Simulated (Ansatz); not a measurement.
A structure file:

```
Sc
1.0
     5.13706    0.00000    0.00000
    -2.56853    4.44883    0.00000
     0.00000    0.00000    3.22479
Sc
3
Direct
  0.00000 0.00000 0.00000
  0.33333 0.66667 0.50000
  0.66667 0.33333 0.50000
```

Characterise the structure given above.

Answer. The element is scandium. The symmetry is that of P6/mmm (No. 191), on a primitive hexagonal lattice. The structure type is ω phase (AlB₂-like). The cell holds three atoms. Numbers of contacts at bonding distance: Sc 2 to 5 (mean 4.0).

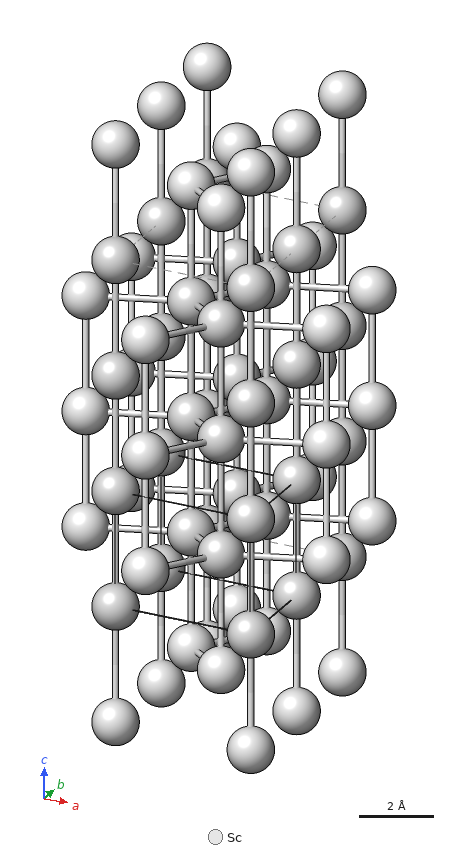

Structure drawing (ball-and-stick), viewed slightly off an axis. The structure is repeated 1×2×3 times; solid lines mark one conventional unit cell. Bonds that leave the box are completed with the atoms at their other ends, in fainter colours.

Origin of the cell: a structure listed in the Materials Project, with elements exchanged, so it need not be a known form of the compound. The geometry comes from a coarse first relaxation with Ansatz 0.2.0, DFT r2SCAN, scalar-relativistic, plane waves, PAW.
